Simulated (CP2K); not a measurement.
# Cu: 6 runs along one coordinate

System: Cu (Fm-3m, 1 atom in the cell).
Method: Kohn-Sham DFT of a periodic cell, PBEsol, GTH-PBE with UZH-TZVP basis, no spin polarisation (CP2K 2026.2).

The 6 runs differ only in the geometry, by an even scaling of the cell at fixed fractional positions. The structure derives from an entry of the Crystallography Open Database.

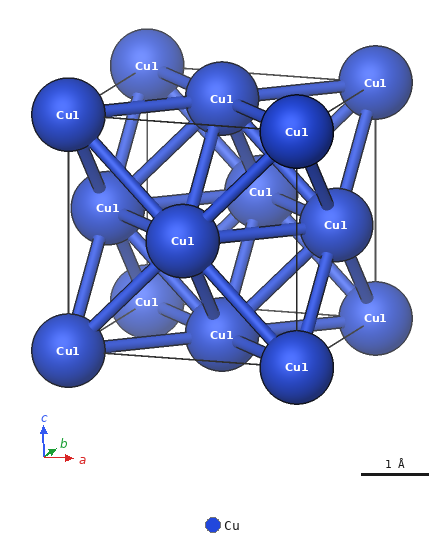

Figure 1. The structure of run 4 (ball-and-stick view of the cell 4 times as large as that of the calculation, set on its symmetry axes, seen slightly off an axis; atoms are numbered from 1 in the order of the input).

**Input of run 4**
```
&GLOBAL
  PROJECT cu_eos
  RUN_TYPE ENERGY_FORCE
  PRINT_LEVEL LOW
&END GLOBAL
&FORCE_EVAL
  METHOD QS
  STRESS_TENSOR ANALYTICAL
  &DFT
    BASIS_SET_FILE_NAME BASIS_MOLOPT_UZH
    POTENTIAL_FILE_NAME POTENTIAL_UZH
    WFN_RESTART_FILE_NAME previous-RESTART.kp
    &MGRID
      CUTOFF 450
      REL_CUTOFF 60
      NGRIDS 4
    &END MGRID
    &QS
      METHOD GPW
      EPS_DEFAULT 1.0E-10
    &END QS
    &KPOINTS
      SCHEME MONKHORST-PACK 13 13 13
      GAMMA_CENTERED T
      SYMMETRY T
      SYMMETRY_BACKEND SPGLIB
    &END KPOINTS
    &SCF
      SCF_GUESS RESTART
      EPS_SCF 1.0E-6
      MAX_SCF 100
      ADDED_MOS 11
      CHOLESKY OFF
      EPS_EIGVAL 1.0E-7
      &DIAGONALIZATION ON
        ALGORITHM STANDARD
      &END DIAGONALIZATION
      &MIXING ON
        METHOD BROYDEN_MIXING
        ALPHA 0.4
        BETA 1.5
        NBUFFER 8
      &END MIXING
      &SMEAR ON
        METHOD FERMI_DIRAC
        ELECTRONIC_TEMPERATURE [K] 580.226
      &END SMEAR
    &END SCF
    &XC
      &XC_FUNCTIONAL
        &GGA_X_PBE_SOL
        &END GGA_X_PBE_SOL
        &GGA_C_PBE_SOL
        &END GGA_C_PBE_SOL
      &END XC_FUNCTIONAL
    &END XC
    &PRINT
      &KPOINTS ON
      &END KPOINTS
      &MULLIKEN ON
      &END MULLIKEN
      &MO ON
        ENERGIES T
        OCCUPATION_NUMBERS T
        &EACH
          QS_SCF 0
        &END EACH
        ADD_LAST NUMERIC
      &END MO
    &END PRINT
  &END DFT
  &SUBSYS
    &CELL
      A 2.5731199247 0.0000000000 0.0000000000
      B 1.2865599623 2.2283872217 0.0000000000
      C 1.2865599623 0.7427957406 2.1009436208
      PERIODIC XYZ
    &END CELL
    &COORD
      SCALED
      Cu  0.0000000000 0.0000000000 0.0000000000
    &END COORD
    &KIND Cu
      BASIS_SET TZVP-MOLOPT-PBE-GTH-q11
      POTENTIAL GTH-PBE-q11
    &END KIND
    &PRINT
      &ATOMIC_COORDINATES ON
      &END ATOMIC_COORDINATES
      &CELL ON
      &END CELL
    &END PRINT
  &END SUBSYS
  &PRINT
    &FORCES ON
    &END FORCES
    &STRESS_TENSOR ON
    &END STRESS_TENSOR
  &END PRINT
&END FORCE_EVAL
```

Command:
```bash
OMP_NUM_THREADS=2 cp2k.psmp -i cu_eos.inp -o cu_eos.out
```

Run 3 differs from it as follows:
```diff
-      A 2.5731199247 0.0000000000 0.0000000000
-      B 1.2865599623 2.2283872217 0.0000000000
-      C 1.2865599623 0.7427957406 2.1009436208
+      A 2.5390348527 0.0000000000 0.0000000000
+      B 1.2695174263 2.1988686835 0.0000000000
+      C 1.2695174263 0.7329562278 2.0731132760
```

**Results, with one run withheld**

```csv
run,volume per atom (Å³),"free energy per atom, from the lowest run given (meV)",pressure (GPa)
1,11.102,7.54,5.69
2,11.338,0.00,1.89
3,11.574,?,?
4,12.047,13.90,−7.59
5,12.283,26.94,−10.05
6,12.519,43.39,−12.22
```

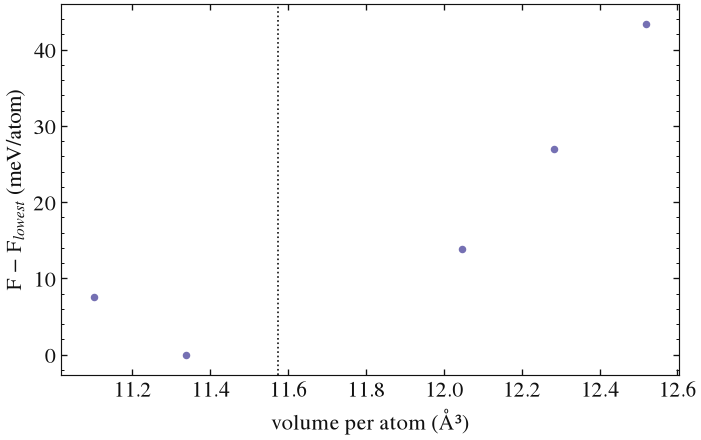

Figure 2. Free energy per atom of the runs given; the dotted line marks run 3.

Fit the runs given and predict run 3.

A cubic polynomial in V^(−2/3) (the Birch–Murnaghan form), fitted to the 5 runs given, misses them by at most 0.13 meV per atom. With x = V^(−2/3) − 0.19254 Å⁻², it reads F = 5.0858 − 3075.9 x + 3.6297e+05 x² + 4.4953e+06 x³ (meV per atom). At run 3 it gives −0.67 meV per atom, and the run itself gives −0.11. The slope of the fit gives a pressure −dF/dV of −1.55 GPa there, and the run prints −1.67 GPa. Energies and printed pressures part between runs 1 and 2: the energies differ there by 2.0 meV per atom from what the pressures give, and by at most 0.1 in the other intervals. A smooth fit can't follow such a step, as when the grid or the electronic state changes between two volumes. The fit has its minimum at 11.481 Å³ per atom, where V d²F/dV² gives 199 GPa: the bulk modulus at this level, since symmetry fixes the shape and the positions.

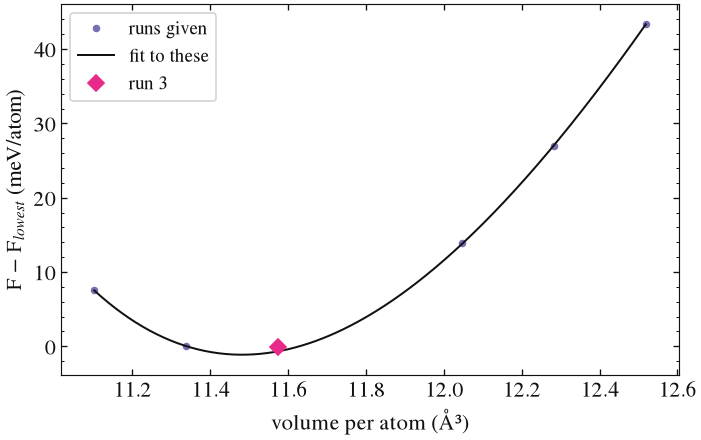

Figure 3. The fit and the withheld run.

**Some lines of the output (run 3)**
```
[...]
 CELL| Volume [angstrom^3]:                                            11.574200
 CELL_REF| Volume [angstrom^3]:                                        11.574200
                        Smear method:                                FERMI_DIRAC
  Step     Update method      Time    Convergence         Total energy    Change
  Fermi energy:                                                 0.24851907623326
  Total energy:                                               -47.67853101720259
  Total energy (extrapolated to T->0):                        -47.67848092767801
 MO| E(Fermi):            0.248519 a.u.          6.762548 eV
```
